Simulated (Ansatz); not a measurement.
Li₂O (space group Fm-3m, No. 225): the input geometry of an electronic-structure calculation (not necessarily at equilibrium).

```cif
data_structure
_symmetry_space_group_name_H-M 'Fm-3m'
_symmetry_Int_Tables_number 225
_cell_length_a 4.6140
_cell_length_b 4.6140
_cell_length_c 4.6140
_cell_angle_alpha 90.000
_cell_angle_beta 90.000
_cell_angle_gamma 90.000
_cell_volume 98.23
loop_
_atom_site_label
_atom_site_type_symbol
_atom_site_symmetry_multiplicity
_atom_site_Wyckoff_symbol
_atom_site_fract_x
_atom_site_fract_y
_atom_site_fract_z
_atom_site_occupancy
Li1 Li 8 c 0.25000 0.75000 0.75000 1
O1 O 4 b 0.50000 0.00000 0.00000 1
```

Bonds are taken as Li–O below 2.2 Å. The graph is simplified in the usual way: terminal and isolated atoms are pruned, two-connected atoms become edges.

Derive the underlying net.

The result is a binodal (4,8)-connected, three-periodic net: Li is a 4-connected node; O is an 8-connected node, in the ratio 2:1. It is the flu net, known from fluorite. It is a single net, without interpenetration.

| node | links | point symbol | coordination sequence |
| --- | --- | --- | --- |
| Li | 4 | 4⁶ | 4 22 24 82 64 182 |
| O | 8 | 4¹²·6¹²·8⁴ | 8 12 48 42 128 92 |

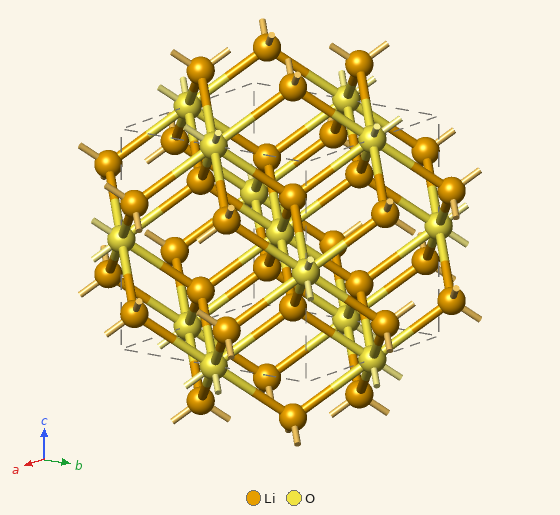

Nodes are coloured by topological kind. Edges to nodes outside the piece are drawn as stubs.
